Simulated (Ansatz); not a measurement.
Take the following structure.

```
Al Ni
1.0
     4.20330    0.00000    0.00000
    -2.10165    3.64016    0.00000
     0.00000    0.00000    5.10244
Al Ni
3 2
Direct
  0.00000 0.00000 0.00000
  0.33333 0.66667 0.64778
  0.66667 0.33333 0.35222
  0.33333 0.66667 0.14557
  0.66667 0.33333 0.85443
```

What crystal do these data define?

The solid is Al3Ni2. Space group P-3m1 (No. 164), lattice primitive hexagonal. The cell has 5 atoms, namely 3 Al, 2 Ni.

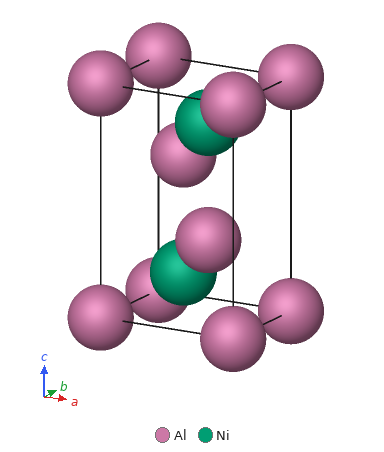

Crystal structure, spheres-only style, seen slightly off an axis. One conventional unit cell is framed, with atoms on its boundary repeated.

The structure was taken from a structure listed in the Materials Project. The cell was then strained or its atoms displaced on purpose. It was the input of a calculation with Ansatz.

At this level of theory the run's own cell isn't at rest (stretched, at -15 GPa), so its distances can differ from those at equilibrium, the more so the softer the solid.
